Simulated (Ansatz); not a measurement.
## NiGe₃: single-point calculation (part 2 of 3)

NiGe₃ (Pm-3m, 4 atoms in the cell); DFT r2SCAN, scalar-relativistic, plane waves, PAW, spin-polarised (Ansatz 0.2.0); cutoff 500 eV, 10×10×10 k-mesh, Gaussian smearing of 0.1 eV, collinear spins. The structure was built on a prototype by a generator; it need not be a known phase. It belongs to a series of runs on one base structure; here: large parallel starting moments.

Geometry of the input (Å; fractional positions):
```
3.9635  0.0000  0.0000
0.0000  3.9635  0.0000
0.0000  0.0000  3.9635
Ge 0.0000  0.5000  0.5000
Ge 0.5000  0.0000  0.5000
Ge 0.5000  0.5000  0.0000
Ni 0.0000  0.0000  0.0000
```

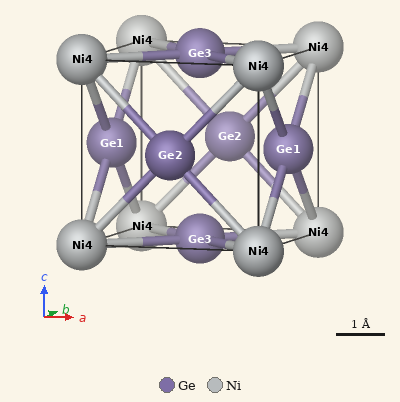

Fig. 1: The structure as given in the input (ball-and-stick view of the cell of the calculation, seen slightly off an axis; atoms are numbered from 1 in the order of the input). An atom can appear more than once, as a periodic image.

The program's output, continued
```
SCF iter   1: F=-18740.895943 eV  HF=-18752.538767 eV  |F-HF|=1.16e1  |Δ(HF+E_count)|=         —  Δρ=2.00e-1 (↑4.05e-2 ↓2.00e-1)  dr2=1.47e1  dr2_τ=8.85e-2  dr2_m=7.95e0  M=0.270 μB ∫|m|=0.459 μB  β_m=0.30  ethr=3.10e-3  ⟨swp⟩=5.2  Hψ=14556  notcnv=0
preconditioner: auto → Kerker (q_TF=auto, 2.712 Å⁻¹)  [metal: Δε(μ)=0.010 eV  Ē_g=21.134 eV  σ=0.100 eV  W_gap=0.06  n_scr=18 (ndim 8)  ℏωp=33.9 eV  f_vac=0.000  D(μ)=1.67/eV (n_scr^D=6)]
spin=Collinear: Kerker preconditioning applied to the charge; magnetization (m = ρ↑ − ρ↓) channel mixes plain (no charge-response kernel on spin).
SCF iter   2: F=-18751.235520 eV  HF=-18751.806899 eV  |F-HF|=5.71e-1  |Δ(HF+E_count)|=   7.32e-1  Δρ=7.40e-2 (↑7.40e-2 ↓3.69e-2)  dr2=5.31e-1  dr2_τ=1.39e-2  dr2_m=1.65e0  M=0.719 μB ∫|m|=0.923 μB  β_m=0.30  ethr=3.10e-3  ⟨swp⟩=2.9  Hψ=10011  notcnv=0  defer=220  κ⁻¹=1.0e0(r=1)
SCF iter   3: F=-18750.903708 eV  HF=-18751.932509 eV  |F-HF|=1.03e0  |Δ(HF+E_count)|=   1.26e-1  Δρ=8.03e-2 (↑3.77e-2 ↓8.03e-2)  dr2=1.67e0  dr2_τ=1.19e-2  dr2_m=1.95e0  M=0.421 μB ∫|m|=0.595 μB  β_m=0.30  ethr=8.84e-4  ⟨swp⟩=2.3  Hψ=9686  notcnv=0  defer=214  κ⁻¹=3.4e-4(r=2)
SCF iter   4: F=-18737.528897 eV  HF=-18752.724468 eV  |F-HF|=1.52e1  |Δ(HF+E_count)|=   7.92e-1  Δρ=1.02e-1 (↑8.38e-2 ↓1.02e-1)  dr2=1.79e1  dr2_τ=3.13e-2  dr2_m=6.27e-2  M=1.249 μB ∫|m|=1.433 μB  β_m=1.00  ethr=8.84e-4  ⟨swp⟩=3.1  Hψ=8035  notcnv=0  defer=215  κ⁻¹=6.9e-5(r=3)
SCF iter   5: F=-18751.806957 eV  HF=-18751.790990 eV  |F-HF|=1.60e-2  |Δ(HF+E_count)|=   9.33e-1  Δρ=4.94e-2 (↑4.94e-2 ↓2.41e-2)  dr2=2.98e-1  dr2_τ=1.12e-2  dr2_m=7.66e-1  M=0.607 μB ∫|m|=0.859 μB  β_m=0.30  ethr=8.84e-4  ⟨swp⟩=2.4  Hψ=9665  notcnv=0  defer=213  κ⁻¹=6.9e-6(r=4)
SCF iter   6: F=-18751.931255 eV  HF=-18751.912279 eV  |F-HF|=1.90e-2  |Δ(HF+E_count)|=   1.21e-1  Δρ=4.11e-2 (↑4.11e-2 ↓2.25e-2)  dr2=1.60e-1  dr2_τ=3.00e-3  dr2_m=5.74e-1  M=0.538 μB ∫|m|=0.755 μB  β_m=0.30  ethr=4.97e-4  ⟨swp⟩=1.5  Hψ=5832  notcnv=0  defer=213  κ⁻¹=3.7e-6(r=5)
SCF iter   7: F=-18751.931226 eV  HF=-18751.979158 eV  |F-HF|=4.79e-2  |Δ(HF+E_count)|=   6.69e-2  Δρ=3.54e-2 (↑3.54e-2 ↓1.69e-2)  dr2=1.66e-1  dr2_τ=1.99e-3  dr2_m=3.88e-1  M=0.495 μB ∫|m|=0.693 μB  β_m=0.30  ethr=2.67e-4  ⟨swp⟩=1.1  Hψ=4492  notcnv=0  defer=213  κ⁻¹=2.4e-7(r=6)
SCF iter   8: F=-18752.056403 eV  HF=-18752.008406 eV  |F-HF|=4.80e-2  |Δ(HF+E_count)|=   2.92e-2  Δρ=2.50e-2 (↑2.50e-2 ↓2.34e-2)  dr2=1.96e-3  dr2_τ=1.49e-3  dr2_m=3.33e-1  M=0.420 μB ∫|m|=0.599 μB  β_m=0.30  ethr=2.67e-4  ⟨swp⟩=1.5  Hψ=4822  notcnv=0  defer=213  κ⁻¹=5.8e-8(r=7)
SCF iter   9: F=-18752.075876 eV  HF=-18752.038854 eV  |F-HF|=3.70e-2  |Δ(HF+E_count)|=   3.04e-2  Δρ=2.13e-2 (↑2.13e-2 ↓2.09e-2)  dr2=2.29e-4  dr2_τ=1.04e-3  dr2_m=2.53e-1  M=0.365 μB ∫|m|=0.532 μB  β_m=0.30  ethr=3.26e-6  ⟨swp⟩=2.0  Hψ=7916  notcnv=0  defer=213  κ⁻¹=1.4e-8(r=8)
SCF iter  10: F=-18752.086277 eV  HF=-18752.059602 eV  |F-HF|=2.67e-2  |Δ(HF+E_count)|=   2.07e-2  Δρ=1.95e-2 (↑1.77e-2 ↓1.95e-2)  dr2=2.47e-3  dr2_τ=7.96e-4  dr2_m=1.97e-1  M=0.311 μB ∫|m|=0.470 μB  β_m=0.30  ethr=3.82e-7  ⟨swp⟩=2.1  Hψ=8095  notcnv=0  defer=216  κ⁻¹=4.6e-9(r=8)
SCF iter  11: F=-18752.083894 eV  HF=-18752.076339 eV  |F-HF|=7.55e-3  |Δ(HF+E_count)|=   1.67e-2  Δρ=1.94e-2 (↑1.41e-2 ↓1.94e-2)  dr2=1.69e-2  dr2_τ=6.55e-4  dr2_m=1.60e-1  M=0.256 μB ∫|m|=0.410 μB  β_m=0.62  ethr=3.82e-7  ⟨swp⟩=2.1  Hψ=8648  notcnv=0  defer=216
Mixer restart at iter 11: flushing history
spin-set hold released at iteration 11 (site moments contracting): the magnetisation degrees of freedom join the quasi-Newton model from the next iteration; the mixer history was flushed
SCF iter  12: F=-18752.100896 eV  HF=-18752.078066 eV  |F-HF|=2.28e-2  |Δ(HF+E_count)|=   1.73e-3  Δρ=1.01e-2 (↑1.01e-2 ↓7.52e-3)  dr2=2.09e-3  dr2_τ=2.12e-4  dr2_m=4.40e-2  M=0.227 μB ∫|m|=0.370 μB  β_m=1.20  ethr=3.82e-7  ⟨swp⟩=3.0  Hψ=10425  notcnv=0  defer=216  κ⁻¹=1.0e0(r=1)
SCF iter  13: F=-18752.092519 eV  HF=-18752.053916 eV  |F-HF|=3.86e-2  |Δ(HF+E_count)|=   2.42e-2  Δρ=6.00e-3 (↑5.35e-4 ↓6.00e-3)  dr2=2.23e-2  dr2_τ=4.95e-5  dr2_m=4.68e-3  M=0.154 μB ∫|m|=0.286 μB  β_m=1.20  ethr=3.82e-7  ⟨swp⟩=3.0  Hψ=9877  notcnv=0  defer=216  κ⁻¹=8.0e-1(r=2)
SCF iter  14: F=-18752.115203 eV  HF=-18752.073998 eV  |F-HF|=4.12e-2  |Δ(HF+E_count)|=   2.01e-2  Δρ=2.75e-3 (↑1.82e-3 ↓2.75e-3)  dr2=1.29e-3  dr2_τ=7.34e-6  dr2_m=2.90e-3  M=0.128 μB ∫|m|=0.245 μB  β_m=1.20  ethr=3.82e-7  ⟨swp⟩=2.5  Hψ=8346  notcnv=0  defer=216  κ⁻¹=6.1e-4(r=3)
SCF iter  15: F=-18752.121934 eV  HF=-18752.096623 eV  |F-HF|=2.53e-2  |Δ(HF+E_count)|=   2.26e-2  Δρ=1.55e-3 (↑1.34e-3 ↓1.55e-3)  dr2=3.11e-4  dr2_τ=2.21e-6  dr2_m=1.15e-3  M=0.084 μB ∫|m|=0.176 μB  β_m=0.52  ethr=3.82e-7  ⟨swp⟩=2.3  Hψ=8190  notcnv=0  defer=216  κ⁻¹=2.4e-4(r=4)
SCF iter  16: F=-18752.127352 eV  HF=-18752.126923 eV  |F-HF|=4.29e-4  |Δ(HF+E_count)|=   3.03e-2  Δρ=1.09e-3 (↑6.93e-4 ↓1.09e-3)  dr2=1.51e-3  dr2_τ=3.12e-6  dr2_m=5.61e-5  M=0.006 μB ∫|m|=0.031 μB  β_m=0.30  ethr=3.82e-7  ⟨swp⟩=3.0  Hψ=11729  notcnv=0  defer=221  κ⁻¹=1.8e-5(r=5)
SCF iter  17: F=-18752.127822 eV  HF=-18752.124689 eV  |F-HF|=3.13e-3  |Δ(HF+E_count)|=   2.23e-3  Δρ=7.30e-4 (↑4.39e-4 ↓7.30e-4)  dr2=7.62e-5  dr2_τ=6.32e-7  dr2_m=1.91e-4  M=0.023 μB ∫|m|=0.062 μB  β_m=0.30  ethr=3.82e-7  ⟨swp⟩=2.0  Hψ=8287  notcnv=0  defer=221  κ⁻¹=1.8e-5(r=6)
SCF iter  18: F=-18752.128572 eV  HF=-18752.128347 eV  |F-HF|=2.26e-4  |Δ(HF+E_count)|=   3.66e-3  Δρ=2.76e-4 (↑2.76e-4 ↓2.01e-4)  dr2=5.34e-6  dr2_τ=1.50e-7  dr2_m=3.21e-5  M=0.006 μB ∫|m|=0.019 μB  β_m=0.30  ethr=1.27e-7  ⟨swp⟩=2.7  Hψ=8583  notcnv=0  defer=221  κ⁻¹=1.1e-5(r=7)
SCF iter  19: F=-18752.128616 eV  HF=-18752.128555 eV  |F-HF|=6.11e-5  |Δ(HF+E_count)|=   2.08e-4  Δρ=1.69e-4 (↑4.03e-5 ↓1.69e-4)  dr2=1.27e-5  dr2_τ=3.45e-8  dr2_m=4.39e-6  M=0.004 μB ∫|m|=0.011 μB  β_m=0.39  ethr=8.91e-9  ⟨swp⟩=2.3  Hψ=7689  notcnv=0  defer=221  κ⁻¹=1.1e-6(r=8)
SCF iter  20: F=-18752.128610 eV  HF=-18752.128604 eV  |F-HF|=6.17e-6  |Δ(HF+E_count)|=   4.95e-5  Δρ=2.19e-4 (↑3.05e-5 ↓2.19e-4)  dr2=2.83e-5  dr2_τ=6.27e-8  dr2_m=6.51e-6  M=0.003 μB ∫|m|=0.008 μB  β_m=1.16  ethr=8.91e-9  ⟨swp⟩=2.0  Hψ=7414  notcnv=0  defer=221  κ⁻¹=9.3e-7(r=8)
SCF iter  21: F=-18752.128642 eV  HF=-18752.128643 eV  |F-HF|=8.58e-7  |Δ(HF+E_count)|=   3.87e-5  Δρ=4.74e-5 (↑2.56e-5 ↓4.74e-5)  dr2=2.44e-6  dr2_τ=2.73e-9  dr2_m=8.17e-8  M=-0.001 μB ∫|m|=0.001 μB  β_m=0.30  ethr=8.91e-9  ⟨swp⟩=2.3  Hψ=7490  notcnv=0  defer=221  κ⁻¹=3.7e-6(r=8)
SCF iter  22: F=-18752.128643 eV  HF=-18752.128642 eV  |F-HF|=8.22e-7  |Δ(HF+E_count)|=   4.23e-7  Δρ=2.43e-5 (↑2.13e-5 ↓2.43e-5)  dr2=9.03e-7  dr2_τ=6.98e-10  dr2_m=5.62e-9  M=0.000 μB ∫|m|=0.001 μB  β_m=1.20  ethr=4.06e-9  ⟨swp⟩=2.0  Hψ=7430  notcnv=0  defer=221  κ⁻¹=3.5e-7(r=8)
SCF iter  23: F=-18752.128644 eV  HF=-18752.128643 eV  |F-HF|=7.15e-7  |Δ(HF+E_count)|=   4.93e-7  Δρ=1.91e-5 (↑1.91e-5 ↓1.30e-5)  dr2=1.53e-8  dr2_τ=4.83e-10  dr2_m=1.45e-7  M=0.000 μB ∫|m|=0.001 μB  β_m=0.89  ethr=1.67e-10  ⟨swp⟩=8.4  Hψ=19148  notcnv=0  κ⁻¹=1.5e-7(r=8)
SCF iter  24: F=-18752.128644 eV  HF=-18752.128643 eV  |F-HF|=1.63e-7  |Δ(HF+E_count)|=   5.65e-7  Δρ=1.27e-5 (↑1.27e-5 ↓8.72e-6)  dr2=2.37e-7  dr2_τ=2.71e-10  dr2_m=2.40e-9  M=0.000 μB ∫|m|=0.001 μB  β_m=1.20  ethr=2.55e-11  ⟨swp⟩=4.5  Hψ=15509  notcnv=0  κ⁻¹=3.3e-7(r=8)
iter 25 did not close the SCF: its close was put off for a magnetic moment that had not settled (scf_convergence_deferred on its scf_iter line)
SCF iter  25: F=-18752.128644 eV  HF=-18752.128644 eV  |F-HF|=9.72e-8  |Δ(HF+E_count)|=   2.55e-7  Δρ=4.45e-6 (↑4.45e-6 ↓9.23e-7)  dr2=7.81e-9  dr2_τ=1.70e-11  dr2_m=3.61e-9  M=0.000 μB ∫|m|=0.000 μB  β_m=1.20  ethr=2.55e-11  ⟨swp⟩=1.8  Hψ=13297  notcnv=0  κ⁻¹=5.9e-7(r=8)
iter 26 did not close the SCF: its close was put off for a magnetic moment that had not settled (scf_convergence_deferred on its scf_iter line)
SCF iter  26: F=-18752.128644 eV  HF=-18752.128644 eV  |F-HF|=1.33e-8  |Δ(HF+E_count)|=   1.09e-7  Δρ=1.76e-6 (↑5.44e-7 ↓1.76e-6)  dr2=9.46e-10  dr2_τ=3.78e-12  dr2_m=6.03e-10  M=0.000 μB ∫|m|=0.000 μB  β_m=1.20  ethr=1.30e-11  ⟨swp⟩=1.9  Hψ=13071  notcnv=0  κ⁻¹=1.7e-7(r=8)
SCF iter  27: F=-18752.128644 eV  HF=-18752.128644 eV  |F-HF|=1.20e-10  |Δ(HF+E_count)|=   1.74e-8  Δρ=8.03e-7 (↑5.93e-7 ↓8.03e-7)  dr2=9.11e-10  dr2_τ=6.99e-13  dr2_m=7.84e-12  M=0.000 μB ∫|m|=0.000 μB  ethr=1.58e-12  ⟨swp⟩=1.1  Hψ=12294  notcnv=0
WARN: the starting moments were not kept: the SCF closed with an absolute magnetisation of 1.6e-5 μB, where they sum to 2.5 μB in size (1 site). That is at most 0.1 of that sum. Measured as dr2_m measures the in/out step, that magnetisation stands 4.3e-10 eV from none, at or under the dr2_threshold of 1.0e-7 eV: it is no larger than a step whose dr2_m would equal this threshold. The system may hold no moment; this SCF shows only that its start led to no more than that. To try another start: raise the starting moments (crystal.atoms[].spin, magnetization.per_species, magnetization.initial_magnetization, or on a non-collinear deck that types none of these the spinor_matrix: blocks that start its atoms; where the total moment is fixed, keep their sum and leave initial_magnetization as it is; typed ones take the place of any that the run laid by itself, positive ones on a crystal's lanthanoids without a Hubbard term where scf.initial_density.shell_occupations: [] is typed) or, if the notice of its spin-set hold's release reads "site moments contracting" or "site moments show no strong build", lengthen the hold (scf.mixing.spin_hold: { on: { confirm: 4 } }; for m-r²SCAN on two components see the key's manual first). Each may lead to a state that holds a moment. A second SCF, from the converged charge density, with the starting moments and any scf.initial_density.shell_occupations laid on it anew, would have followed, and was not run: the deck does not ask for one (magnetization.retry_lost_moments is false, the default). To let it run, set magnetization.retry_lost_moments: true and run the deck again, where that key's refused combinations let it; where memory then withholds it, that run's warning says so.
SCF 1 converged in 27 iterations: F = -18752.128644 eV  dr2 = 9.11e-10
  greatest PAW one-centre occupation: 1.002 electrons in one spin orbital (limit 2), on the Ni atom at site 3 (counted from 0), in its partial waves of l = 1
```

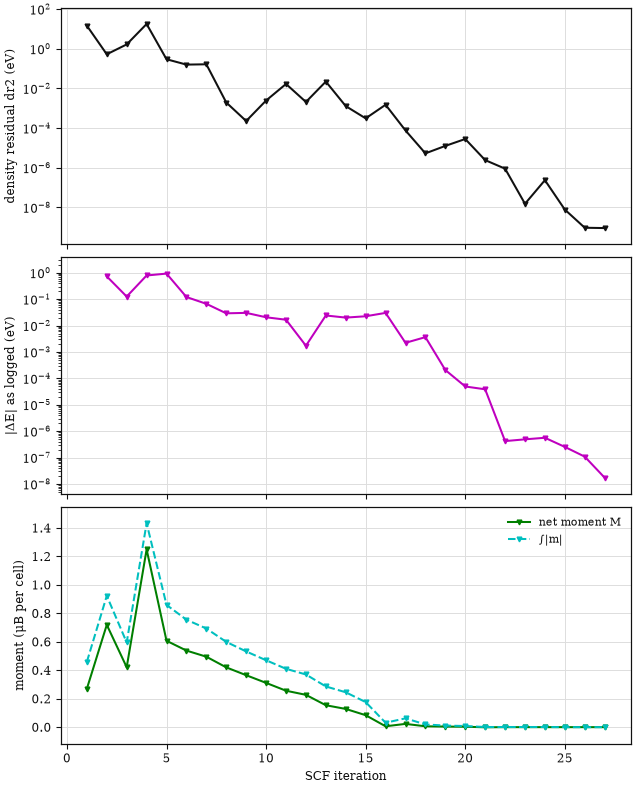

Fig. 2: Convergence of the self-consistent field: density residual dr2, size of the energy change and magnetic moment against the SCF iteration. The residual falls unevenly and jumps up by a factor of two or more 9 times on the way down. The net moment goes from 0.3 to 0.0 μB per cell, with excursions between 0.0 and 1.2 on the way, and ∫|m| falls to zero.
